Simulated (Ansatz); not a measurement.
## Run report: CH₄Si₇, geometry relaxation (part 2 of 3)

CH₄Si₇ (slab, 24 atoms in the cell); DFT PBE+D3(BJ), scalar-relativistic, plane waves, PAW, no spin polarisation (Ansatz 0.2.0); cutoff 420 eV, 4×8×1 k-mesh, Gaussian smearing of 0.05 eV. The structure derives from an entry of the Crystallography Open Database. The input holds or restrains some coordinates. Forces given for the steps count only the free coordinates.

Geometry of the input (Å; fractional positions):
```
7.6672  0.0000  0.0000
0.0000  3.8336  0.0000
0.0000  0.0000  28.3426
H  0.5000  0.6827  0.2999
H  0.5000  0.3173  0.2999
H  0.0000  0.3173  0.2999
H  0.0000  0.6827  0.2999
Si 0.5000  0.0000  0.3303
Si 0.0000  0.0000  0.3303
Si 0.7500  0.0000  0.3781
Si 0.2500  0.0000  0.3781
Si 0.7500  0.5000  0.4259
Si 0.2500  0.5000  0.4259
Si -0.0009  0.5000  0.4763
Si 0.5005  0.5000  0.4714
Si 0.0024  0.0000  0.5261
Si 0.4891  0.0000  0.5175
Si 0.2613  0.0000  0.5725
Si 0.7371  0.0000  0.5703
Si 0.3076  0.5000  0.6216
Si 0.5969  0.5000  0.5982
C  0.4523  0.0000  0.6992
C  0.3923  0.3394  0.6992
H  0.3655  -0.2135  0.7080
H  0.5868  -0.0571  0.7080
H  0.2577  0.3965  0.7080
H  0.4791  0.5529  0.7080
```

Log, continued
```
relax step  15: F+E_penalty+E_count = -9530.69057976 eV  Δ(F+E_penalty+E_count) = -2.507e-2 eV  max|allowed force component| = 4.751e-1 eV/Å  Δτ_max = 0.1998 Å  (7 SCF iters, dr2 threshold 1.37e-5 eV, accepted)
SCF 16 converged in 6 iterations: F = -9530.773711 eV  dr2 = 2.69e-5
relax step  16: F+E_penalty+E_count = -9530.77371098 eV  Δ(F+E_penalty+E_count) = -8.313e-2 eV  max|allowed force component| = 7.259e-1 eV/Å  Δτ_max = 0.1913 Å  (6 SCF iters, dr2 threshold 1.00e-4 eV, accepted)
SCF 17 converged in 7 iterations: F = -9530.963118 eV  dr2 = 5.54e-6
relax step  17: F+E_penalty+E_count = -9530.96311832 eV  Δ(F+E_penalty+E_count) = -1.894e-1 eV  max|allowed force component| = 9.996e-1 eV/Å  Δτ_max = 0.1946 Å  (7 SCF iters, dr2 threshold 1.00e-4 eV, accepted)
SCF 18 converged in 6 iterations: F = -9531.187614 eV  dr2 = 2.81e-5
relax step  18: F+E_penalty+E_count = -9531.18761373 eV  Δ(F+E_penalty+E_count) = -2.245e-1 eV  max|allowed force component| = 9.584e-1 eV/Å  Δτ_max = 0.1987 Å  (6 SCF iters, dr2 threshold 1.00e-4 eV, accepted)
SCF 19 converged in 6 iterations: F = -9531.350458 eV  dr2 = 2.00e-5
relax step  19: F+E_penalty+E_count = -9531.35045816 eV  Δ(F+E_penalty+E_count) = -1.628e-1 eV  max|allowed force component| = 4.493e-1 eV/Å  Δτ_max = 0.1950 Å  (6 SCF iters, dr2 threshold 1.00e-4 eV, accepted)
SCF 20 converged in 6 iterations: F = -9531.415231 eV  dr2 = 2.57e-5
relax step  20: F+E_penalty+E_count = -9531.41523090 eV  Δ(F+E_penalty+E_count) = -6.477e-2 eV  max|allowed force component| = 2.679e-1 eV/Å  Δτ_max = 0.2000 Å  (6 SCF iters, dr2 threshold 4.44e-5 eV, accepted)
SCF 21 converged in 7 iterations: F = -9531.417653 eV  dr2 = 7.23e-6
relax step  21: F+E_penalty+E_count = -9531.41765331 eV  Δ(F+E_penalty+E_count) = -2.422e-3 eV  max|allowed force component| = 3.798e-1 eV/Å  Δτ_max = 0.1949 Å  (7 SCF iters, dr2 threshold 1.58e-5 eV, accepted)
SCF 22 converged in 6 iterations: F = -9531.439246 eV  dr2 = 5.35e-6
relax step  22: F+E_penalty+E_count = -9531.43924621 eV  Δ(F+E_penalty+E_count) = -2.159e-2 eV  max|allowed force component| = 1.434e-1 eV/Å  Δτ_max = 0.0698 Å  (6 SCF iters, dr2 threshold 5.13e-5 eV, accepted)
SCF 23 converged in 6 iterations: F = -9531.442676 eV  dr2 = 8.40e-7
relax step  23: F+E_penalty+E_count = -9531.44267551 eV  Δ(F+E_penalty+E_count) = -3.429e-3 eV  max|allowed force component| = 1.728e-2 eV/Å  Δτ_max = 0.0416 Å  (6 SCF iters, dr2 threshold 2.93e-6 eV, accepted)
iter 1 solved again at ethr=1.19e-9 eV; its pass at ethr=3.10e-3 eV (dr2=8.59e-7 eV) is discarded
SCF iter   1: F=—  HF=-9531.442696 eV  |F-HF|=—  |Δ(HF+E_count)|=         —  Δρ=6.21e-6  dr2=8.64e-7  ethr=1.19e-9  p=0.091 e·Å  D=1.97e-2 V/Å  ΔV_dip=-0.56 eV  dr2_dipole=1.36e-7  V_vac-E_F(+/−)=3.69/4.25 eV  ⟨swp⟩=1.0  Hψ=2628  notcnv=0
efield: sawtooth ramp at fractional position 0.9540 (handed on by an earlier solve), width 0.1000; the density the first Hamiltonian is built on has a dipole p = 0.091 e·Å; the dipole correction subtracts the counter field D = 1.97e-2 V/Å, which shifts the + side's vacuum level by -0.56 eV against the − side's; the planar-averaged density in the ramp window peaks in size at 6.6e-7 e/Å³
preconditioner: auto → LDOS  [insulator: Δε(μ)=0.108 eV  Ē_g=9.006 eV  σ=0.050 eV  W_gap=0.87  n_scr=74 (ndim 8)  ℏωp=10.9 eV  f_vac=0.536  D(μ)=0.90/eV (n_scr^D=2)  ε∞_Penn≈2.5  β→1.0]
SCF iter   2: F=—  HF=-9531.442677 eV  |F-HF|=—  |Δ(HF+E_count)|=   1.94e-5  Δρ=8.09e-6  dr2=5.06e-6  ethr=1.19e-9  p=0.091 e·Å  D=1.98e-2 V/Å  ΔV_dip=-0.56 eV  dr2_dipole=8.02e-7  V_vac-E_F(+/−)=3.69/4.25 eV  ⟨swp⟩=3.4  Hψ=1787  notcnv=0
SCF iter   3: F=—  HF=-9531.442676 eV  |F-HF|=—  |Δ(HF+E_count)|=   8.78e-7  Δρ=2.20e-6  dr2=3.78e-7  ethr=1.19e-9  p=0.091 e·Å  D=1.97e-2 V/Å  ΔV_dip=-0.56 eV  dr2_dipole=8.31e-8  V_vac-E_F(+/−)=3.69/4.25 eV  ⟨swp⟩=2.1  Hψ=1310  notcnv=0
SCF iter   4: F=-9531.442676 eV  HF=-9531.442676 eV  |F-HF|=5.15e-8  |Δ(HF+E_count)|=   3.21e-8  Δρ=1.24e-6  dr2=7.39e-8  ethr=1.39e-10  p=0.091 e·Å  D=1.97e-2 V/Å  ΔV_dip=-0.56 eV  dr2_dipole=1.38e-9  V_vac-E_F(+/−)=3.69/4.25 eV  ⟨swp⟩=12.9  Hψ=7843  notcnv=0
SCF 24 converged in 4 iterations: F = -9531.442676 eV  dr2 = 7.39e-8
relax step  24: F+E_penalty+E_count = -9531.44267607 eV  Δ(F+E_penalty+E_count) = -5.641e-7 eV  max|allowed force component| = 1.726e-2 eV/Å  Δτ_max = 0.0000 Å  (4 SCF iters, accepted)
```

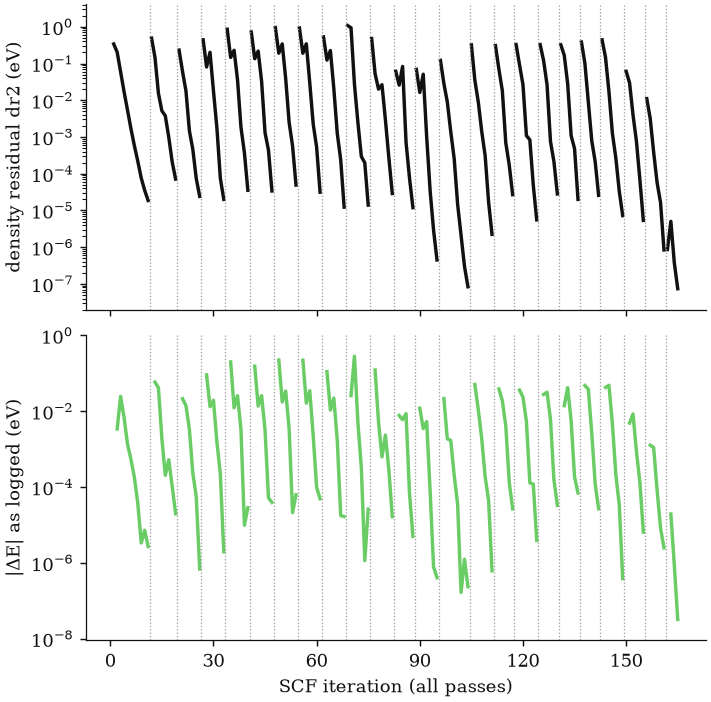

Fig. 1: Convergence of the self-consistent field: density residual dr2 and size of the energy change against the SCF iteration. The dotted lines part the SCF passes of the relaxation: geometry steps, rejected trials and re-solves on a re-selected basis. The 24 passes take 4 to 11 iterations each, 165 in all.

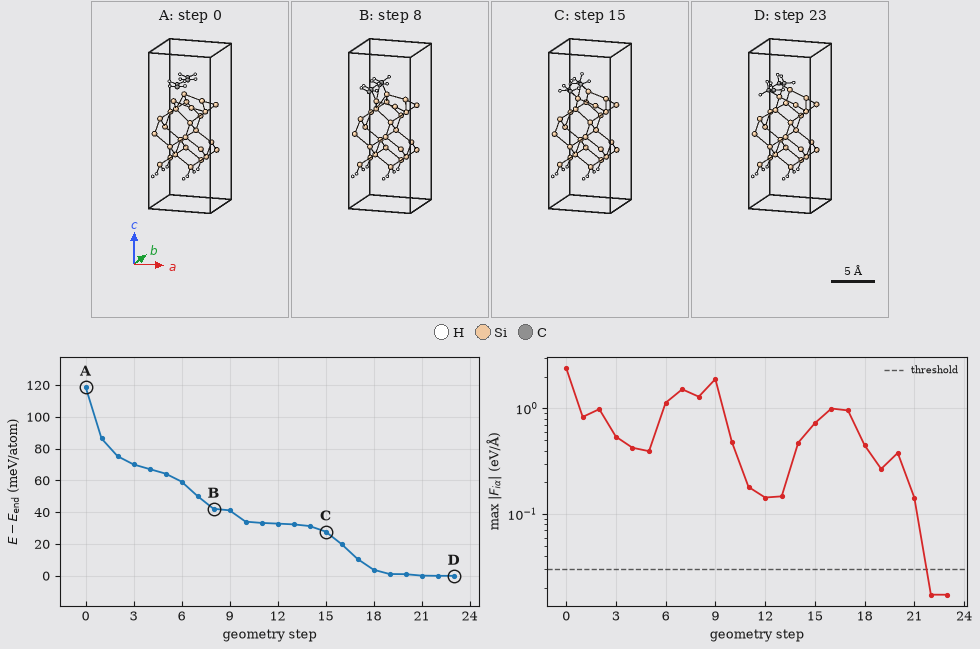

Fig. 2: Frames of the restrained relaxation (ball-and-stick view of the 1 × 2 repeat of the cell, with the vacuum cut short (origin shifted), seen slightly off an axis) above the curves, on which the letters mark them (the first geometry is step 0 here and step 1 in the log).

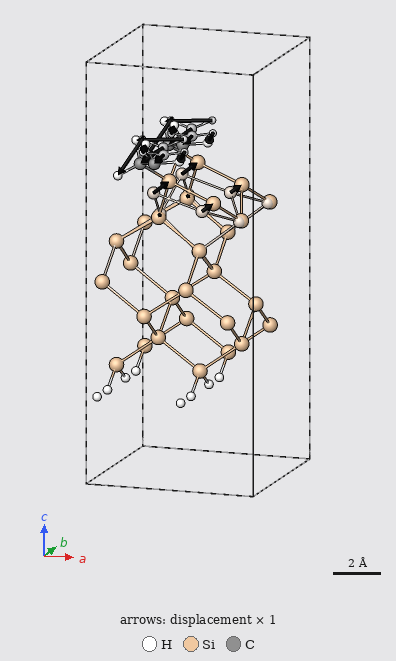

Fig. 3: Start (faint) and end (solid) with the displacements as black arrows, at true length (ball-and-stick view of the 1 × 2 repeat of the cell, with the vacuum cut short (origin shifted), seen slightly off an axis). H24 moves most: 2.10 Å. By element the largest moves are H 2.10 Å, C 1.31 Å, Si 0.94 Å. The lattice vectors keep their values. Distances before and after: Si17–C19 3.122 → 1.922 Å, Si15–Si17 2.394 → 3.445 Å, Si17–C20 2.375 → 1.906 Å, C19–C20 1.380 → 1.538 Å. New bonds form: Si17–C19 (3.12 → 1.92 Å). Bonds break: Si15–Si17 (2.39 → 3.45 Å). Among the angles that change: Si13–Si15–Si17 116.4° → 139.5°, Si16–Si18–Si17 122.5° → 102.4°, Si14–Si16–Si18 81.3° → 97.5°. After 23 geometry steps the energy has fallen by 119 meV per atom. The largest force component goes from 2.4 to 0.017 eV/Å. (Atoms are counted from 1 in the order of the input.)

```
WARN: The output density's exchange-correlation potential varies sharply where the density is thin. Do not read a vacuum level from v_tot or v_xc, or from such a field of the output density. On a cell that repeats whose density bears no net charge and no dipole along the vacuum's axis use v_es (v_loc + v_h of the components); under efield.dipole_correction with no amplitude use v_es + v_field, which holds any external_charges[].barrier, or the levels of the report's work_function block, which leave it out; under a non-zero efield.amplitude the vacuum is tilted and has no level; on a cell that repeats and bears such a dipole with no correction it is tilted too, and efield.dipole_correction with no amplitude gives each side of its ramp a level where efield: is served; in a cell that repeats whose density bears a net charge (total_charge, or a fill off its count) it is curved and has none; of a slab under crystal.periodic whose density bears no net charge use v_es, which has a level on each side, short of where the two are joined; of another it falls or rises all the way out and has none; of a slab beside external_charges read slab_vacuum_level instead, which it has where they leave it neutral. The grid or the basis barely resolves most such structure, and the values can differ between equally converged runs; as a rule a tighter scf.convergence.dr2_threshold does not remove it. Where the density itself ripples (under the LDA too) a higher basis.ecutwfc lessens it. The files hold the spikes' plane waves up to the density's cutoff. Files: v_tot_of_output_density and the like, and their columns of v_z.tsv (output.write_potential); v_xc_of_output_density and the like, and their columns of v_comp_z.tsv (output.write_potential_components). Measured: with its Gaussian average of σ = 0.25 Å subtracted twice, the exchange-correlation potential is over 0.1 eV at 290 of the grid points where the equally averaged density (valence and model cores) is under 1e-3 e/Å³, and 0.508 eV at the most among them, at an averaged density of 8.5e-4 e/Å³. The input density's (outcome.potential() and, of a run that writes arrays, v_tot and v_xc) is over 0.1 eV, so measured, at 287 points of its own thin density, 0.508 eV at the most. See output.write_potential in the manual, Limitations
SCF converged after 4 iterations
Free energy (F): -9531.442676 eV
Harris-Foulkes:  -9531.442676 eV  (|F-HF|=5.15e-8)
Internal energy: -9531.441551 eV  (E = F + TS)
E sigma→0 (E₀):  -9531.442113 eV
Entropy (-TS):   -0.001125 eV (-0.047 meV/atom)
Fermi energy:    -0.070405 eV
Dipole field:    D = 0.019683 V/Å  (p = 0.090617 e·Å, saw-weighted, corrected)
Work function:   Φ+ = 3.6876 eV   Φ− = 4.2455 eV
Levels:          The Fermi level and band energies are counted from a zero that moves with the ramp; work functions are not
--- Per-component energies (eV) ---
  E_band       = -413.378729
  E_kinetic    = 857.606383
  E_local      = -25290.249193  (includes V_loc(G=0)·N_el)
  E_nonlocal   = 431.514715
  E_hartree    = 12253.129491
  E_xc         = -940.125802
  E_vxc        = -865.146988  (∫ρ·V_xc dr)
  E_paw        = -7381.938900  (= ΣΔE_a)
  E_vpaw       = -53.524577  (= ΣTr[D̂ρ^β])
  E_aug_tail   = -0.010381  (compensation charges beyond the density's cutoff)
  E_efield     = 0.000892  (sawtooth field / dipole correction)
  E_vefield    = 0.184137  (∫n·V_field dr)
  E_ewald      = 10542.853253
  E_disp       = -4.222008  (pairwise vdW)
  E_smearing   = -0.001125  (= −TS)
  E_closure    = 0.000000  (closes the sum)
  Σ components = -9531.442676   (vs F -9531.442676, Δ=0.00e0)
--- Forces (eV/Å), atoms counted from 1 ---
  atom   1  H     -0.01424248     0.46056454    -0.08321205
  atom   2  H     -0.00303097    -0.46209257    -0.08503464
  atom   3  H      0.00304394    -0.46840724    -0.09144993
  atom   4  H      0.01677057     0.47038848    -0.09572266
  atom   5  Si     0.03091197     0.00518073     0.26680210
  atom   6  Si    -0.03094273    -0.00857574     0.22613379
  atom   7  Si     0.10404484     0.00234140    -0.08126536
  atom   8  Si    -0.10481539    -0.00794145    -0.08217870
  atom   9  Si     0.21998760    -0.07388592    -0.10733530
  atom  10  Si    -0.21544404     0.08467062     0.12199153
  atom  11  Si    -0.00075864     0.00072272     0.00471289
  atom  12  Si    -0.00406202     0.00159305     0.00118480
  atom  13  Si     0.00532119    -0.00590503     0.00237077
  atom  14  Si    -0.00170114    -0.01325480     0.00960121
  atom  15  Si    -0.00768818     0.01179398    -0.00485332
  atom  16  Si     0.00026680     0.01340422     0.00485230
  atom  17  Si     0.00695647    -0.00270692    -0.01381293
  atom  18  Si     0.00273507    -0.01232054    -0.00999702
  atom  19  C      0.01296103    -0.01485838    -0.00265840
  atom  20  C     -0.00725781     0.01725656     0.00459506
  atom  21  H     -0.00169163     0.00149439     0.00936219
  atom  22  H      0.00341464    -0.00478519     0.00449679
  atom  23  H     -0.00696985     0.00664400     0.00595907
  atom  24  H     -0.00775526    -0.00128937    -0.00457381
  max |Σ_I F_I| component: 5.40e-5 eV/Å
--- Band table (eV; the first three rows and the last of 18) ---
  k-point 0: bands = ["-15.3574", "-12.0092", "-11.2919", "-10.8971", "-10.2676", "-10.0664", "-10.0348", "-9.5307", "-9.1403", "-8.8442", "-7.4118", "-6.8622", "-6.5853", "-6.3474", "-6.1460", "-5.6392", "-5.2778", "-4.8617", "-4.6062", "-3.5853", "-3.3077", "-3.0213", "-2.9883", "-2.8457", "-2.6519", "-2.5090", "-2.2288", "-2.1082", "-2.0127", "-1.7596", "-1.5222", "-1.5052", "-1.3508", "-0.9218", "-0.8794", "0.0302", "0.6024", "0.7199", "1.1970", "1.3307", "1.6662", "1.8617", "2.0021", "2.2105", "2.5103", "2.7722", "2.7996", "2.9030", "3.0249", "3.1333", "3.5048", "3.5832", "3.6745", "3.8650", "3.9022", "3.9675", "4.0650", "4.1802", "4.3739", "4.6644"]
  k-point 1: bands = ["-15.2737", "-11.8770", "-11.1812", "-10.9693", "-10.1532", "-9.9338", "-9.9000", "-9.4006", "-9.0669", "-8.7383", "-7.4062", "-7.0216", "-6.7425", "-6.5380", "-6.0784", "-5.3561", "-5.2314", "-4.9986", "-4.6765", "-3.7263", "-3.5994", "-3.4650", "-3.2496", "-2.9655", "-2.7829", "-2.6461", "-2.5704", "-2.4424", "-2.3120", "-2.2217", "-2.1113", "-1.9167", "-1.6852", "-1.1653", "-0.9034", "0.0573", "0.5517", "0.9356", "1.4847", "1.9269", "2.1116", "2.1823", "2.3362", "2.5104", "2.7010", "2.7599", "2.8770", "3.0997", "3.2884", "3.3744", "3.4425", "3.5688", "3.7347", "3.8680", "3.9564", "4.1176", "4.2054", "4.3802", "4.4440", "4.7239"]
  k-point 2: bands = ["-15.0454", "-11.5002", "-11.2798", "-10.7966", "-9.8454", "-9.5479", "-9.4983", "-9.0255", "-8.9072", "-8.4698", "-7.5593", "-7.2115", "-6.7656", "-6.6274", "-6.3179", "-5.9045", "-5.4310", "-5.1448", "-5.0121", "-4.7644", "-4.0942", "-3.7501", "-3.6316", "-3.6149", "-3.4573", "-3.1950", "-3.0794", "-2.7377", "-2.6339", "-2.4687", "-2.3837", "-2.1130", "-1.7519", "-1.4950", "-0.9405", "-0.3430", "-0.0164", "1.2576", "1.5630", "1.7025", "1.8983", "2.0351", "2.3799", "2.4637", "2.7334", "2.8116", "3.0926", "3.2168", "3.5439", "3.7209", "3.9875", "4.1255", "4.2619", "4.3333", "4.4216", "4.6163", "4.7889", "4.8644", "5.0021", "5.1379"]
```
